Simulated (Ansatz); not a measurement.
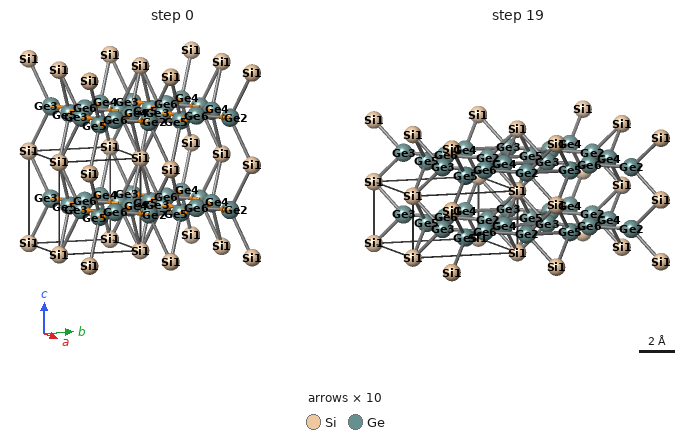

The structure of a crystal of SiGe$_{5}$ (a generated structure, set up in P4/mmm) (coarse preliminary run) before (left) and after (right) a relaxation, at one scale. The orange arrows give the displacements (the part carried along by the change of the cell is left out), 10 times their true length.

The picture is a ball-and-stick view of the cell of the calculation, repeated 2 × 2 × 2 with one cell outlined, seen slightly off an axis.

Level of theory: Ansatz 0.2.0, DFT PBE, scalar-relativistic, plane waves, PAW. (plane-wave cutoff 420 eV; k-point mesh 4 × 4 × 4; occupations gaussian; smearing width 0.1 eV; no spin polarisation; cell and atoms relaxed; force threshold 0.04 eV/Å; at most 70 steps)

### What changed between the two?

The energy falls by 1901 meV per atom in 16 accepted moves (19 points after the start). The largest force component goes from 5.9 to 0.037 eV/Å. Pressure: 44.15 GPa at the start and 0.08 GPa at the end. The line search rejected the trial step at point 15 of the run. The SCF was repeated twice at an unchanged geometry on a basis and grid sized afresh for the cell, which shifted the energy by 65.5 meV per atom at most. The largest moves relative to the cell, 0.075 Å, are those of Ge2, Ge3, Ge4 and Ge5. Ge2 goes along [−1 −1 0]. Si stays in place. The volume changes by +10.7 %, with a = b 5.029 → 6.470 Å (+28.6 %), c 5.407 → 3.616 Å (−33.1 %). Some distances before and after: Ge2–Ge4 1.988 → 2.664 Å, Ge2–Ge6 2.151 → 2.691 Å, Si1–Ge2 3.047 → 2.611 Å. The space group stays P4/mmm (No. 123).
